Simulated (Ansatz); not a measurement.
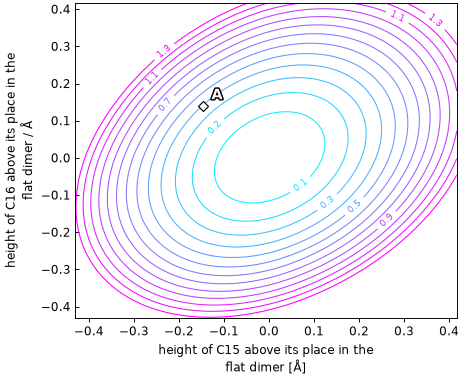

A C(100) slab cut from the Fd-3m phase, its lower face capped with 4 H atoms (20 atoms in the cell). 
- Two atoms of the surface dimers are held at set heights.
- Coordinates scanned: (1) height of C15 above its place in the flat dimer; (2) height of C16 above its place in the flat dimer.
- Relaxed at each point: all atoms of the upper layers, but for the two heights.
- Grid: 7 × 7 points; 28 points were computed and 21 follow by symmetry.
- Points are written as (first, second).
- Energies are in eV, from the lowest grid point.
- All numbers below come from Ansatz 0.2.0, DFT r2SCAN, scalar-relativistic, plane waves, PAW. Settings: cutoff 500 eV, k-mesh 5×10×1, gaussian smearing 0.05 eV, no spin polarisation.

In the figure: contour lines labelled in eV (none above 1.3), the point A. Between grid points the surface is interpolated.

Is A at rest? If not, where is it pushed?

Answer. A, at (−0.146 Å, 0.139 Å), is not a stationary point. The computed force is 2.9 eV for each Å towards larger values of the first coordinate and 2.6 eV for each Å towards smaller values of the second coordinate.
